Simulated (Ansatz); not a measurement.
# Electron scattering at the Σ5 (210) boundary in fcc Ag with C (interstitial)

How much does the Σ5 (210) boundary in fcc Ag with C (interstitial) reflect electrons?

Calculated with Ansatz 0.2.0; Ansatz plane-wave DFT, PBE, PAW files; relaxation of a bicrystal slab with its lowest layers held; PAW set soft_1, in the first sound run; inputs show where later runs differ.

## 1. The structure

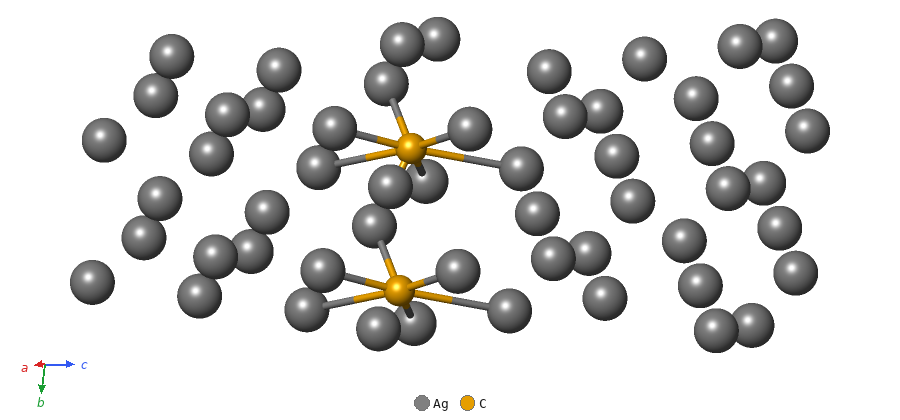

The starting structure, seen from the side, with the c axis across the page (silver grey, carbon orange). 1×2×1 cells are drawn. Bonds to atoms that aren't drawn are left out. Some periodic images of atoms are drawn too.

The cell holds 22 atoms: 21 Ag and 1 C. Its edges and angles: a = 5.005 Å, b = 4.086 Å, c = 30.188 Å, α = 90.0°, β = 90.0°, γ = 65.9°. It derives from Ag. built on the (2 1 0) plane; 2 overlapping atoms removed and the grains opened by 0 Å. Vacuum lies along c.

## 2. Relaxing the bicrystal

The boundary is built by mirroring the lower grain in the boundary plane and removing any atoms that overlap; then the C is put in at the boundary. A thin bicrystal slab is relaxed first, with the lowest layers held and the upper grain free to shift and open.

File input.yaml:

```yaml
crystal:
  lattice:
    - [5.0045524935, 0.0, 0.0]
    - [1.6681841645, 3.7301731908, 0.0]
    - [0.0, 0.0, 30.187744037]
  atoms:
    - { symbol: Ag, position: [0.6000000001, 0.6999999999, 0.165630131] }
    - { symbol: Ag, position: [0.2000000001, 0.3999999999, 0.1958974506] }
    - { symbol: Ag, position: [0.8000000001, 0.0999999999, 0.2261647702] }
    - { symbol: Ag, position: [0.4000000001, 0.7999999999, 0.2564320898] }
    - { symbol: Ag, position: [1.0e-10, 0.4999999999, 0.2866994094] }
    - { symbol: Ag, position: [0.6000000001, 0.2, 0.3169667291] }
    - { symbol: Ag, position: [0.2, 0.9, 0.3472340487] }
    - { symbol: Ag, position: [0.8, 0.6, 0.3775013683] }
    - { symbol: Ag, position: [0.4, 0.3, 0.4077686879] }
    - { symbol: Ag, position: [0.0, 0.0, 0.4380360075] }
    - { symbol: C, position: [0.5, 0.75, 0.4380360075] }
    - { symbol: Ag, position: [0.8, 0.6, 0.4985706467] }
    - { symbol: Ag, position: [0.2, 0.9, 0.5288379663] }
    - { symbol: Ag, position: [0.6000000001, 0.2, 0.5591052859] }
    - { symbol: Ag, position: [1.0e-10, 0.4999999999, 0.5893726055] }
    - { symbol: Ag, position: [0.4000000001, 0.7999999999, 0.6196399251] }
    - { symbol: Ag, position: [0.8000000001, 0.0999999999, 0.6499072447] }
    - { symbol: Ag, position: [0.2000000001, 0.3999999999, 0.6801745643] }
    - { symbol: Ag, position: [0.6000000001, 0.6999999999, 0.710441884] }
    - { symbol: Ag, position: [1.0e-10, 0.9999999999, 0.7407092036] }
    - { symbol: Ag, position: [0.4000000001, 0.2999999999, 0.7709765232] }
    - { symbol: Ag, position: [0.8000000002, 0.5999999999, 0.8012438428] }
kpoints:
  mp_grid: { grid: [6, 6, 1] }
hamiltonian:
  xc: pbe
  pseudopotentials: { kind: paw, azcp: { folder: soft_1 } }
scf:
  occupations: { method: fermi_dirac, width: 0.1 }
relax:
  f_tol: 0.03
  max_steps: 80
  constraints: [{ sites: [0, 1, 2, 3] }]
```

Command:

```bash
ansatz run input.yaml --threads 4 --pin off --max-ram 15360MiB --backend cpu --events-out ev --progress --plain --runs-dir out
```

Numbers of over 12 decimals in the logs are rounded to 6 here.

What it wrote:

```text
Engine: ansatz 0.2.0, aarch64-unknown-linux-gnu
Pseudopotentials: kind: paw
Pseudopotential: Ag, paw, valence charge 19, recommended cutoff 420 eV (normal), soft_1/Ag.paw.azcp
Pseudopotential: C, paw, valence charge 4, recommended cutoff 420 eV (normal), soft_1/C.paw.azcp
Functional definition: PBE
  parameter kappa = 0.804
  parameter beta = 0.066725
  exchange = pbe_x(kappa = kappa, mu = beta*pi^2/3)
  correlation = pbe_c(beta = beta)
Crystal: 22 atoms, lattice volume = 563.540 Å³
Basis set: ecut = 420 eV, 11077 PW (Γ), exchange–correlation on 72×60×432 points (8 copies of the dense FFT grid, shifted against one another)
Bands: 242, of which v1, the nominal top of the filled ones, is band 202 counted from 1 (201 counted from 0)
Symmetry: 2 space group operations
Space group: Cm (ITA 8), of the structure as read, at distance tolerance 8.3e-5 Å
k-points: 13 of 36 (time reversal used)
Non-local potential: Ag, projectors of the file, l = 0: 3, l = 1: 2, l = 2: 2, l = 3: 1
Non-local potential: C, projectors of the file, l = 0: 2, l = 1: 2, l = 2: 1
PAW form: soft (Blöchl's): semilocal exchange-correlation on the pseudo side does not see the compensation charge
PAW one-centre angular grid: Ag, 590 points (default); XC on 64 Gauss nodes
PAW one-centre angular grid: C, 110 points (default); XC on 64 Gauss nodes
Initial density: superposition of atomic densities (neutral atoms: chi_scale 0, normalization atom)
Initial wavefunctions: pseudopotential atomic-orbital guess
Functional: x = pbe(κ = 0.804, μ = 0.219515), c = pbe(β = 0.066725)
SCF iter   1: F=—  HF=-159653.910913 eV  |F-HF|=—  |Δ(HF+E_count)|=         —  Δρ=6.29e-2  dr2=4.46e1  ethr=3.10e-3  ⟨swp⟩=6.5  Hψ=11452  notcnv=0  defer=83
preconditioner: auto → LDOS  [metal: Δε(μ)=0.024 eV  Ē_g=9.184 eV  σ=0.100 eV  W_gap=0.06  n_scr=146 (ndim 8)  ℏωp=24.0 eV  f_vac=0.313  D(μ)=7.03/eV (n_scr^D=24)  β→1.0]
SCF iter   2: F=—  HF=-159654.467713 eV  |F-HF|=—  |Δ(HF+E_count)|=   5.57e-1  Δρ=7.23e-2  dr2=2.44e1  ethr=3.10e-3  ⟨swp⟩=2.9  Hψ=6638  notcnv=0  defer=333
SCF iter   3: F=—  HF=-159647.088157 eV  |F-HF|=—  |Δ(HF+E_count)|=    7.38e0  Δρ=7.84e-3  dr2=8.78e-1  ethr=3.10e-3  ⟨swp⟩=2.3  Hψ=5981  notcnv=0  defer=326
SCF iter   4: F=—  HF=-159647.044902 eV  |F-HF|=—  |Δ(HF+E_count)|=   4.33e-2  Δρ=2.48e-3  dr2=5.01e-2  ethr=2.18e-4  ⟨swp⟩=2.0  Hψ=4939  notcnv=0  defer=329
SCF iter   5: F=—  HF=-159647.042690 eV  |F-HF|=—  |Δ(HF+E_count)|=   2.21e-3  Δρ=1.49e-3  dr2=1.27e-2  ethr=1.24e-5  ⟨swp⟩=2.1  Hψ=5339  notcnv=0  defer=329
SCF iter   6: F=—  HF=-159647.040207 eV  |F-HF|=—  |Δ(HF+E_count)|=   2.48e-3  Δρ=2.98e-4  dr2=4.92e-4  ethr=3.15e-6  ⟨swp⟩=2.0  Hψ=5229  notcnv=0  defer=329
SCF iter   7: F=—  HF=-159647.040202 eV  |F-HF|=—  |Δ(HF+E_count)|=   4.91e-6  Δρ=1.09e-4  dr2=6.19e-5  ethr=1.22e-7  ⟨swp⟩=2.8  Hψ=5499  notcnv=0  defer=329
SCF iter   8: F=-159647.040206 eV  HF=-159647.040208 eV  |F-HF|=2.39e-6  |Δ(HF+E_count)|=   6.69e-6  Δρ=3.10e-5  dr2=6.59e-6  ethr=5.58e-9  ⟨swp⟩=4.0  Hψ=9980  notcnv=0
SCF 1 converged in 8 iterations: F = -159647.040206 eV  dr2 = 6.59e-6
  greatest PAW one-centre occupation: 1.002 electrons in one spin orbital (limit 2), on the Ag atom at site 8 (counted from 0), in its partial waves of l = 0
relax step   1: F+E_penalty+E_count = -159647.04020607 eV  Δ(F+E_penalty+E_count) = +0.000e0 eV  max|allowed force component| = 7.539e-1 eV/Å  Δτ_max = 0.0000 Å  (8 SCF iters, dr2 threshold 2.25e-5 eV, accepted)
Initial density: handed on by an earlier stage of this run
Initial wavefunctions: those handed on with the density
iter 1 solved again at ethr=5.28e-5 eV; its pass at ethr=3.10e-3 eV (dr2=2.13e-1 eV) is discarded
SCF iter   1: F=—  HF=-159647.288335 eV  |F-HF|=—  |Δ(HF+E_count)|=         —  Δρ=5.39e-3  dr2=1.99e-1  ethr=5.28e-5  ⟨swp⟩=2.0  Hψ=10870  notcnv=0  defer=304
preconditioner: auto → LDOS  [metal: Δε(μ)=0.067 eV  Ē_g=9.519 eV  σ=0.100 eV  W_gap=0.17  n_scr=146 (ndim 8)  ℏωp=24.0 eV  f_vac=0.307  D(μ)=7.04/eV (n_scr^D=24)  β→1.0]
SCF iter   2: F=—  HF=-159647.276208 eV  |F-HF|=—  |Δ(HF+E_count)|=   1.21e-2  Δρ=3.99e-3  dr2=1.81e-1  ethr=4.95e-5  ⟨swp⟩=2.0  Hψ=5634  notcnv=0  defer=304
SCF iter   3: F=—  HF=-159647.239132 eV  |F-HF|=—  |Δ(HF+E_count)|=   3.71e-2  Δρ=7.07e-4  dr2=4.55e-3  ethr=4.50e-5  ⟨swp⟩=2.0  Hψ=5236  notcnv=0  defer=304
SCF iter   4: F=—  HF=-159647.238978 eV  |F-HF|=—  |Δ(HF+E_count)|=   1.54e-4  Δρ=5.46e-4  dr2=2.15e-3  ethr=1.13e-6  ⟨swp⟩=2.9  Hψ=6066  notcnv=0  defer=323
SCF iter   5: F=—  HF=-159647.238474 eV  |F-HF|=—  |Δ(HF+E_count)|=   5.05e-4  Δρ=1.29e-4  dr2=1.59e-4  ethr=5.34e-7  ⟨swp⟩=2.1  Hψ=5347  notcnv=0  defer=324
SCF iter   6: F=-159647.238453 eV  HF=-159647.238462 eV  |F-HF|=8.74e-6  |Δ(HF+E_count)|=   1.20e-5  Δρ=3.46e-5  dr2=1.07e-5  ethr=8.81e-9  ⟨swp⟩=3.0  Hψ=11630  notcnv=0
SCF 2 converged in 6 iterations: F = -159647.238453 eV  dr2 = 1.07e-5
relax step   2: F+E_penalty+E_count = -159647.23845281 eV  Δ(F+E_penalty+E_count) = -1.982e-1 eV  max|allowed force component| = 3.479e-1 eV/Å  Δτ_max = 0.1925 Å  (6 SCF iters, dr2 threshold 3.55e-5 eV, accepted)
SCF iter   1: F=—  HF=-159647.302177 eV  |F-HF|=—  |Δ(HF+E_count)|=         —  Δρ=2.92e-3  dr2=4.64e-2  ethr=9.50e-5  ⟨swp⟩=4.1  Hψ=7407  notcnv=0  defer=330
preconditioner: auto → LDOS  [metal: Δε(μ)=0.066 eV  Ē_g=9.528 eV  σ=0.100 eV  W_gap=0.16  n_scr=146 (ndim 8)  ℏωp=24.0 eV  f_vac=0.306  D(μ)=6.82/eV (n_scr^D=24)  β→1.0]
SCF iter   2: F=—  HF=-159647.296685 eV  |F-HF|=—  |Δ(HF+E_count)|=   5.49e-3  Δρ=2.08e-3  dr2=3.36e-2  ethr=1.15e-5  ⟨swp⟩=2.0  Hψ=6275  notcnv=0  defer=330
SCF iter   3: F=—  HF=-159647.287604 eV  |F-HF|=—  |Δ(HF+E_count)|=   9.08e-3  Δρ=3.11e-4  dr2=1.16e-3  ethr=8.33e-6  ⟨swp⟩=2.0  Hψ=5444  notcnv=0  defer=330
SCF iter   4: F=—  HF=-159647.287446 eV  |F-HF|=—  |Δ(HF+E_count)|=   1.57e-4  Δρ=1.88e-4  dr2=2.67e-4  ethr=2.87e-7  ⟨swp⟩=3.0  Hψ=6317  notcnv=0  defer=330
SCF iter   5: F=—  HF=-159647.287387 eV  |F-HF|=—  |Δ(HF+E_count)|=   5.98e-5  Δρ=4.80e-5  dr2=2.00e-5  ethr=6.62e-8  ⟨swp⟩=2.6  Hψ=5169  notcnv=0  defer=330
SCF iter   6: F=-159647.287382 eV  HF=-159647.287384 eV  |F-HF|=2.37e-6  |Δ(HF+E_count)|=   2.26e-6  Δρ=1.76e-5  dr2=2.81e-6  ethr=1.88e-9  ⟨swp⟩=4.0  Hψ=9984  notcnv=0
SCF 3 converged in 6 iterations: F = -159647.287382 eV  dr2 = 2.81e-6
relax step   3: F+E_penalty+E_count = -159647.28738202 eV  Δ(F+E_penalty+E_count) = -4.893e-2 eV  max|allowed force component| = 2.247e-1 eV/Å  Δτ_max = 0.1124 Å  (6 SCF iters, dr2 threshold 7.57e-6 eV, accepted)
[... from here on, the SCF cycles and remarks between the steps are left out ...]
relax step   4: F+E_penalty+E_count = -159647.34636049 eV  Δ(F+E_penalty+E_count) = -5.898e-2 eV  max|allowed force component| = 2.016e-1 eV/Å  Δτ_max = 0.1929 Å  (7 SCF iters, dr2 threshold 1.08e-5 eV, accepted)
relax step   5: F+E_penalty+E_count = -159647.38115212 eV  Δ(F+E_penalty+E_count) = -3.479e-2 eV  max|allowed force component| = 3.092e-1 eV/Å  Δτ_max = 0.1904 Å  (6 SCF iters, dr2 threshold 1.70e-5 eV, accepted)
relax step   6: F+E_penalty+E_count = -159647.44623950 eV  Δ(F+E_penalty+E_count) = -6.509e-2 eV  max|allowed force component| = 1.608e-1 eV/Å  Δτ_max = 0.2000 Å  (6 SCF iters, dr2 threshold 7.69e-5 eV, accepted)
relax step   7: F+E_penalty+E_count = -159647.46439510 eV  Δ(F+E_penalty+E_count) = -1.816e-2 eV  max|allowed force component| = 1.105e-1 eV/Å  Δτ_max = 0.1906 Å  (6 SCF iters, dr2 threshold 7.00e-6 eV, accepted)
relax step   8: F+E_penalty+E_count = -159647.48446027 eV  Δ(F+E_penalty+E_count) = -2.007e-2 eV  max|allowed force component| = 1.241e-1 eV/Å  Δτ_max = 0.1292 Å  (6 SCF iters, dr2 threshold 3.31e-6 eV, accepted)
relax step   9: F+E_penalty+E_count = -159647.50171170 eV  Δ(F+E_penalty+E_count) = -1.725e-2 eV  max|allowed force component| = 3.998e-2 eV/Å  Δτ_max = 0.1915 Å  (6 SCF iters, dr2 threshold 7.27e-6 eV, accepted)
relax step  10: F+E_penalty+E_count = -159647.50954382 eV  Δ(F+E_penalty+E_count) = -7.832e-3 eV  max|allowed force component| = 4.825e-2 eV/Å  Δτ_max = 0.1952 Å  (8 SCF iters, accepted)
relax step  11: F+E_penalty+E_count = -159647.51400712 eV  Δ(F+E_penalty+E_count) = -4.463e-3 eV  max|allowed force component| = 5.445e-2 eV/Å  Δτ_max = 0.1933 Å  (8 SCF iters, accepted)
relax step  12: F+E_penalty+E_count = -159647.51444361 eV  Δ(F+E_penalty+E_count) = -4.365e-4 eV  max|allowed force component| = 5.297e-2 eV/Å  Δτ_max = 0.0709 Å  (6 SCF iters, dr2 threshold 2.96e-6 eV, accepted)
relax step  13: F+E_penalty+E_count = -159647.51540546 eV  Δ(F+E_penalty+E_count) = -9.618e-4 eV  max|allowed force component| = 5.524e-3 eV/Å  Δτ_max = 0.0332 Å  (6 SCF iters, dr2 threshold 2.66e-6 eV, accepted)
iter 1 solved again at ethr=3.18e-11 eV; its pass at ethr=3.10e-3 eV (dr2=1.28e-7 eV) is discarded
SCF iter   1: F=—  HF=-159647.515400 eV  |F-HF|=—  |Δ(HF+E_count)|=         —  Δρ=5.53e-6  dr2=1.28e-7  ethr=3.18e-11  ⟨swp⟩=1.8  Hψ=7418  notcnv=0  defer=327
preconditioner: auto → LDOS  [metal: Δε(μ)=0.080 eV  Ē_g=9.540 eV  σ=0.100 eV  W_gap=0.20  n_scr=146 (ndim 8)  ℏωp=24.0 eV  f_vac=0.301  D(μ)=6.44/eV (n_scr^D=22)  β→1.0]
SCF iter   2: F=—  HF=-159647.515406 eV  |F-HF|=—  |Δ(HF+E_count)|=   5.60e-6  Δρ=4.58e-6  dr2=1.01e-7  ethr=3.18e-11  ⟨swp⟩=2.2  Hψ=5408  notcnv=0  defer=327
SCF iter   3: F=-159647.515406 eV  HF=-159647.515406 eV  |F-HF|=8.15e-10  |Δ(HF+E_count)|=   3.35e-8  Δρ=7.22e-7  dr2=2.74e-9  ethr=2.48e-11  ⟨swp⟩=4.0  Hψ=9887  notcnv=0
SCF 14 converged in 3 iterations: F = -159647.515406 eV  dr2 = 2.74e-9
relax step  14: F+E_penalty+E_count = -159647.51540552 eV  Δ(F+E_penalty+E_count) = -5.873e-8 eV  max|allowed force component| = 5.529e-3 eV/Å  Δτ_max = 0.0000 Å  (3 SCF iters, accepted)
SCF converged after 3 iterations
Free energy (F): -159647.515406 eV
Harris-Foulkes:  -159647.515406 eV  (|F-HF|=8.15e-10)
Internal energy: -159647.305542 eV  (E = F + TS)
E sigma→0 (E₀):  -159647.410474 eV
Entropy (-TS):   -0.209864 eV (-9.539 meV/atom)
Fermi energy:    9.645935 eV
--- Per-component energies (eV) ---
  E_band       = -7944.234262
  E_kinetic    = 9898.516926
  E_local      = -433054.723488  (includes V_loc(G=0)·N_el)
  E_nonlocal   = 691.736462
  E_hartree    = 214654.343349
  E_xc         = -3379.499683
  E_vxc        = -4274.978593  (∫ρ·V_xc dr)
  E_paw        = -83164.903523  (= ΣΔE_a)
  E_vpaw       = -10513.477002  (= ΣTr[D̂ρ^β])
  E_aug_tail   = 0.007990  (compensation charges beyond the density's cutoff)
  E_ewald      = 134707.216425
  E_smearing   = -0.209864  (= −TS)
  E_closure    = 0.000000  (closes the sum)
  Σ components = -159647.515406   (vs F -159647.515406, Δ=0.00e0)
--- Forces (eV/Å), atoms counted from 1 ---
  atom   1  Ag    -0.02199323     0.00983567     0.22301172
  atom   2  Ag    -0.01717731     0.00768193    -0.13621440
  atom   3  Ag     0.02084167    -0.00932068    -0.21726337
  atom   4  Ag     0.01661343    -0.00742975     0.12819123
  atom   5  Ag    -0.00045604     0.00020395     0.00199272
  atom   6  Ag     0.00201545    -0.00090134    -0.00068679
  atom   7  Ag    -0.00054392     0.00024325    -0.00163249
  atom   8  Ag     0.00087304    -0.00039043    -0.00112977
  atom   9  Ag     0.00017513    -0.00007832    -0.00343387
  atom  10  Ag     0.00182885    -0.00081789     0.00293938
  atom  11  C     -0.00074976     0.00033530     0.00552863
  atom  12  Ag     0.00007205    -0.00003222    -0.00097703
  atom  13  Ag    -0.00159488     0.00071325    -0.00068025
  atom  14  Ag     0.00062877    -0.00028119     0.00152455
  atom  15  Ag     0.00028642    -0.00012809     0.00108262
  atom  16  Ag    -0.00059004     0.00026387    -0.00112113
  atom  17  Ag    -0.00018352     0.00008207    -0.00062229
  atom  18  Ag     0.00016825    -0.00007524    -0.00074066
  atom  19  Ag    -0.00001259     0.00000563    -0.00078822
  atom  20  Ag     0.00007056    -0.00003155    -0.00000295
  atom  21  Ag    -0.00042851     0.00019163     0.00059437
  atom  22  Ag     0.00013862    -0.00006199     0.00042145
  max |Σ_I F_I| component: 1.76e-5 eV/Å
--- Relaxed structure (14 steps of the walk, 14 accepted, 0 SCFs on fresh bases) ---
  F+E_penalty+E_count = -159647.51540552 eV   max|allowed force component| = 5.529e-3 eV/Å
  atoms:
    - { symbol: Ag, position: [0.6000000001, 0.700000, 0.165630131] }
    - { symbol: Ag, position: [0.200000, 0.400000, 0.195897] }
    - { symbol: Ag, position: [0.8000000001, 0.100000, 0.226165] }
    - { symbol: Ag, position: [0.400000, 0.800000, 0.256432] }
    - { symbol: Ag, position: [0.00633568, 0.496832, 0.288939] }
    - { symbol: Ag, position: [0.611115, 0.194443, 0.319158] }
    - { symbol: Ag, position: [0.216618, 0.891691, 0.350923] }
    - { symbol: Ag, position: [0.817622, 0.591189, 0.381504] }
    - { symbol: Ag, position: [0.397044, 0.301478, 0.421014] }
    - { symbol: Ag, position: [-0.033231, 0.016616, 0.446708] }
    - { symbol: C, position: [0.418014, 0.790993, 0.424137] }
    - { symbol: Ag, position: [0.582414, 0.708793, 0.494929] }
    - { symbol: Ag, position: [-0.025328, 1.012664, 0.536499] }
    - { symbol: Ag, position: [0.371665, 0.314168, 0.560346] }
    - { symbol: Ag, position: [-0.239801, 0.619900, 0.593116] }
    - { symbol: Ag, position: [0.168087, 0.915956, 0.626199] }
    - { symbol: Ag, position: [0.562899, 0.218551, 0.656760] }
    - { symbol: Ag, position: [-0.043463, 0.521731, 0.687285] }
    - { symbol: Ag, position: [0.355377, 0.822311, 0.718924] }
    - { symbol: Ag, position: [-0.240653, 1.120326, 0.751950] }
    - { symbol: Ag, position: [0.151544, 0.424228, 0.781594] }
    - { symbol: Ag, position: [0.546012, 0.726994, 0.808838] }
```

Run time: 9.9 min. Hardware: 4 threads of Arm Neoverse V2, shared host; peak memory 3 GiB; 38 min of CPU time.

Relaxation path:

```
step  energy less that of the first step (eV)  largest force component (eV/Å)
   1                                   0.0000                          0.7539
   2                                  -0.1982                          0.3479
   3                                  -0.2472                          0.2247
   4                                  -0.3062                          0.2016
   5                                  -0.3409                          0.3092
   6                                  -0.4060                          0.1608
   7                                  -0.4242                          0.1105
   8                                  -0.4443                          0.1241
   9                                  -0.4615                          0.0400
  10                                  -0.4693                          0.0482
  11                                  -0.4738                          0.0544
  12                                  -0.4742                          0.0530
  13                                  -0.4752                          0.0055
  14                                  -0.4752                          0.0055
```

Forces are held to the 2 operations that the run works with; a distortion that breaks them can't arise in this run.

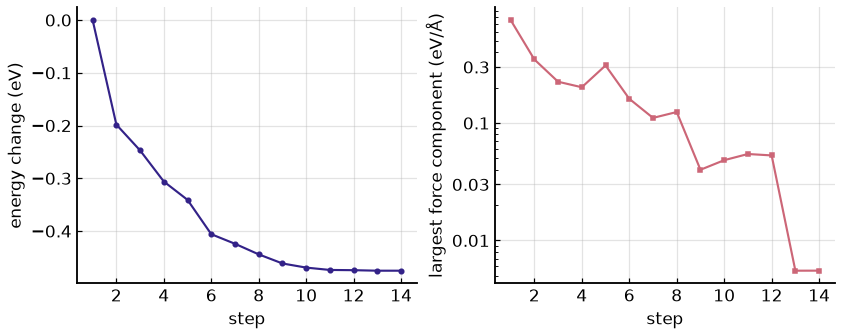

Energy and largest force along the relaxation.

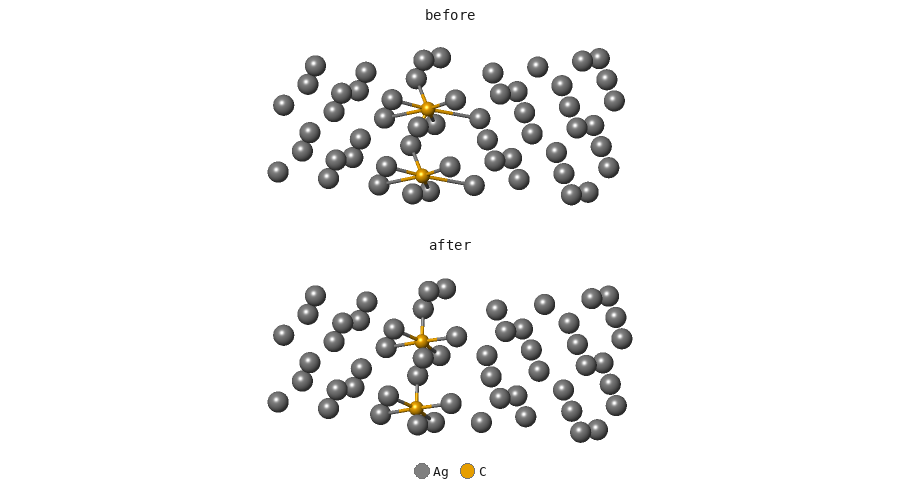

The structure before and after the relaxation, drawn at the same scale. Bonds to atoms that aren't drawn are left out.

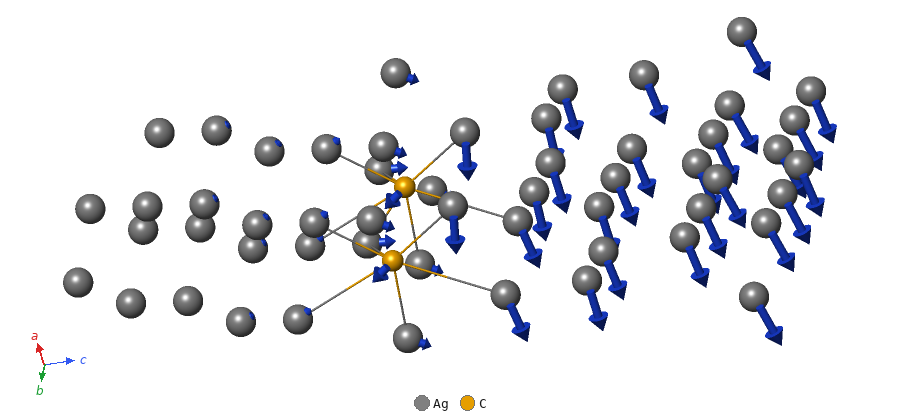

Displacements in the relaxation, exaggerated; the longest in the cell stands for 1.18 Å. Bonds to atoms that aren't drawn are left out. 1×2×1 cells are drawn. Some periodic images of atoms are drawn too.

The atoms that moved most (Å):

| atom | dx | dy | dz | length |
| --- | --- | --- | --- | --- |
| Ag22 | -1.059 | 0.474 | 0.229 | 1.183 |
| Ag21 | -1.036 | 0.463 | 0.321 | 1.179 |
| Ag20 | -1.004 | 0.449 | 0.339 | 1.151 |
| Ag19 | -1.020 | 0.456 | 0.256 | 1.147 |
| Ag18 | -1.015 | 0.454 | 0.215 | 1.133 |
| Ag17 | -0.989 | 0.442 | 0.207 | 1.103 |
| Ag15 | -1.000 | 0.447 | 0.113 | 1.101 |
| Ag16 | -0.967 | 0.433 | 0.198 | 1.078 |

Numbers from this step:

```yaml
free_energy: -159647.5154 eV
energy_at_zero_smearing: -159647.4105 eV
fermi_energy: 9.646 eV
```

The largest force component on a free atom ends at 0.0055 eV/Å, under the tolerance of 0.03, after 14 steps.

(Part 1 of 2 ends here.)

[Logs are printed without paths, hosts, clocks, repeated set-up lines and the standing remarks that a program may print on its own settings, such as how far it seeks lower states.]

[Hosts, paths, dates, database ids (printed as entryN), source tags and the programs' standing remarks are cut or masked in the printed files.]
